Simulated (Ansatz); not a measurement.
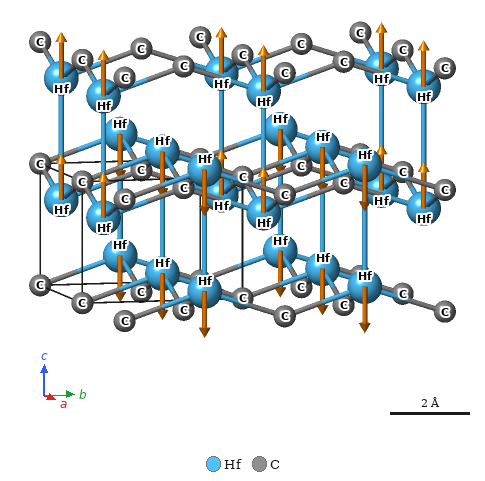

A relaxation of a crystal of HfC (built on the litharge_129 type). The starting structure is drawn; orange arrows show the displacements (the part carried along by the change of the cell is left out), magnified 30 times.

The picture is a ball-and-stick view of the cell of the calculation, repeated 2 × 2 × 2 with one cell outlined, seen slightly off an axis.

Case: litharge type (P4/nmm, No. 129).

Method: Ansatz 0.2.0, DFT PBE, scalar-relativistic, plane waves, PAW.

Input file:
```yaml
crystal:
  lattice:
    - [4.2068175442, 0.0, 0.0]
    - [0.0, 4.2068175442, 0.0]
    - [0.0, 0.0, 3.1104720374]
  atoms:
    - { symbol: Hf, position: [0.0, 0.5, 0.2244518859] }
    - { symbol: Hf, position: [0.5, 0.0, 0.7755481141] }
    - { symbol: C, position: [0.0, 0.0, 0.0] }
    - { symbol: C, position: [0.5, 0.5, 0.0] }
basis:
  ecutwfc: 420
kpoints:
  mp_grid: { grid: [12, 12, 14] }
hamiltonian:
  xc: pbe
scf:
  occupations: { method: gaussian, width: 0.1 }
output:
  forces: true
  stress: true
  eigenvalues: true
relax:
  adjacent_minimum: "off"
  f_tol: 0.01
  max_steps: 80
  cell: { stress_tol: 0.05 }
```

Launched with:
```bash
ansatz run input.yaml --threads 1 --pin off --max-ram 2560MiB --backend cpu --events-out ev --progress --plain --runs-dir out
```

Question: What happened in the run?

Answer: The largest moves relative to the cell, 0.040 Å, are those of Hf1 and Hf2. Hf2 goes along +c. C stays in place. The volume changes by +0.9 %, with a = b 4.207 → 4.223 Å (+0.4 %), c 3.110 → 3.113 Å (+0.1 %). Near-neighbour distances that change, for instance: Hf1–Hf2 3.433 → 3.484 Å, Hf1–Hf2 (another image) 3.286 → 3.264 Å, Hf1–C3 2.216 → 2.212 Å. Bond angles that change, for instance: C3–Hf1–C3 143.3° → 145.3°, Hf1–C3–Hf1 143.3° → 145.3°. The space group stays P4/nmm (No. 129). The energy falls by 3.1 meV per atom in 4 accepted moves (6 points after the start). Largest force component: 0.31 eV/Å at the start, 0.00038 eV/Å at the end. The pressure goes from −0.58 to 0.02 GPa. The line search rejected the trial step at point 1 of the run. At 1 point the geometry stayed and the basis and grid were re-selected for the new cell (energy shift of 0.2 meV per atom at most each time).
